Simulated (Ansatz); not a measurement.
**PbSe: density, localisation and related maps**

The calculation's input:

```
crystal:
  lattice:
    - [4.2709919997, 0.0, 0.0]
    - [-2.1354959999, 3.6987875711, 0.0]
    - [0.0, 0.0, 7.6440140151]
  atoms:
    - { symbol: Pb, position: [0.3333333333, 0.6666666667, 0.25] }
    - { symbol: Pb, position: [0.6734256382, 0.3468512765, 0.75] }
    - { symbol: Se, position: [0.0, 0.0, 0.0] }
    - { symbol: Se, position: [0.0, 0.0, 0.5] }
basis:
  ecutwfc: 420
  ecutrho_ratio: 4
kpoints:
  mp_grid: { grid: [8, 8, 6] }
hamiltonian:
  xc: pbe
scf:
  occupations: { method: gaussian, width: 0.05 }
output:
  forces: true
  stress: true
  eigenvalues: true
  write_density: true
  write_potential: true
  elf: true
  volumetric_format: npy
```

Run with:

```sh
ansatz run input.yaml --threads 2 --pin off --max-ram 2662MiB --backend cpu --events-out ev --progress --plain --runs-dir out
```

Below, planes, directions and counts refer to the conventional cell (a = 7.64 Å, b = 4.27 Å, c = 7.40 Å, α = 90.00°, β = 90.00°, γ = 90.00°).

Space group Amm2; started from the antiNiAs prototype, which need not be the ambient phase; changed on purpose from its base cell (atom 2 (Pb) moved 0.05 A along y).

All numbers below come from Ansatz 0.2.0, DFT PBE, scalar-relativistic, plane waves, PAW.

The density is the valence pseudo-density of a PAW calculation; it isn't the true density close to the nuclei.

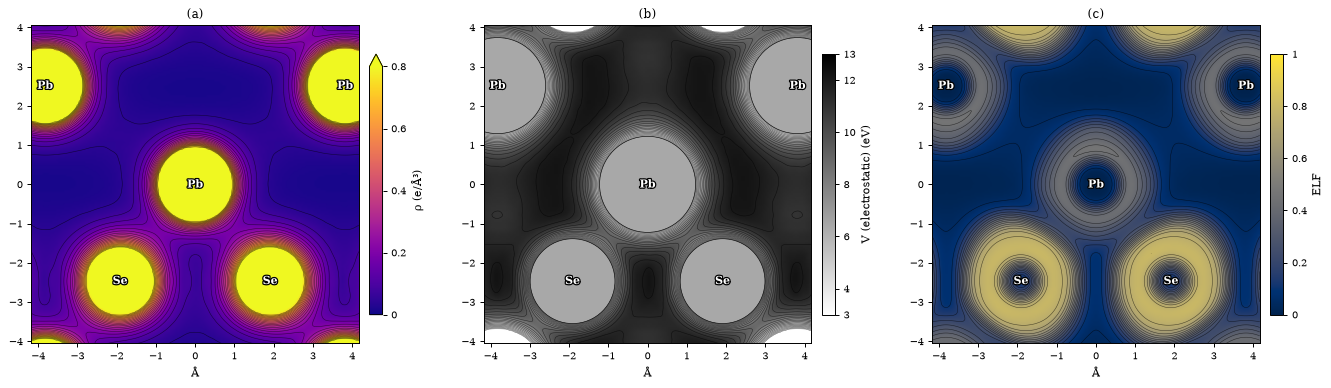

Figure 1. (a) valence charge density (pseudo); (b) electrostatic potential energy of an electron; (c) ELF on the (010) plane of the conventional cell. Grey discs cover the atomic cores in the potential map.

Q: Read the bonding off the picture.

A: The section cuts through Pb and Se sites. Pb–Se (3.12 Å): ρ is about 0.19 e/Å³ halfway; the ELF is about 0.25 at the midpoint. Between the atoms the lowest density in this plane is 0.01 e/Å³. Outside the cores the potential energy rises away from the atoms and is highest about 1.9 Å from the nearest atoms; its zero is arbitrary.

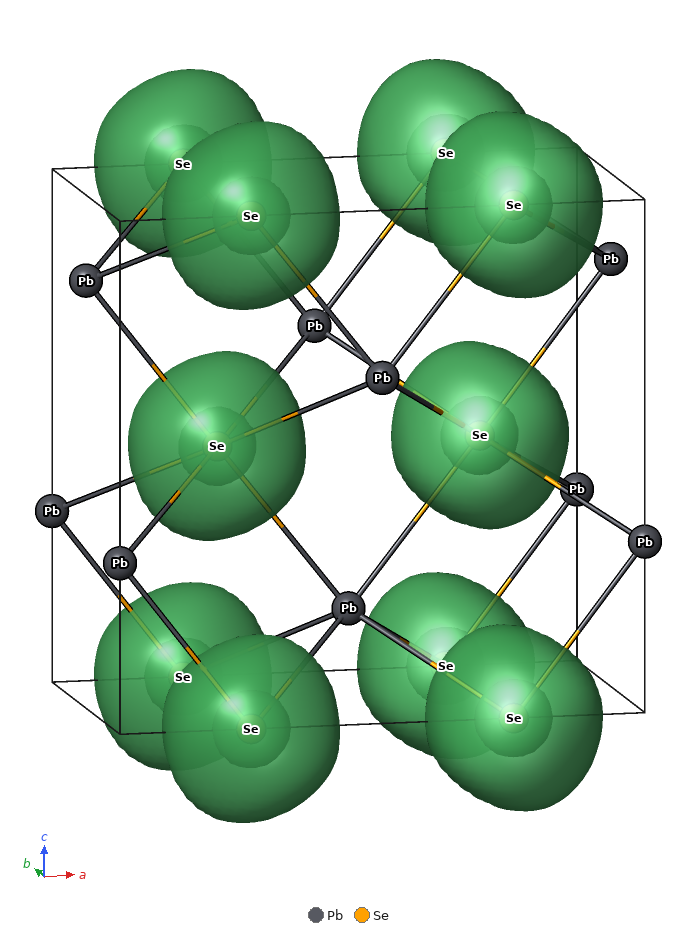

Figure 2. Isosurface of the ELF at 0.65 (green), seen slightly off an axis. Core shells and regions of very low density are left out. Sticks mark near contacts.

Q: Where are the electrons localised?

A: The surface consists of four regions wrapped around Se (the valence shell of each), counted in one cell of 8 atoms. Regions shared between cells count once. Along the contacts the grid gives the following. Pb–Se (3.08 Å): the ELF is about 0.30 at the midpoint. Pb–Se (3.14 Å): the ELF is about 0.25 at the midpoint.
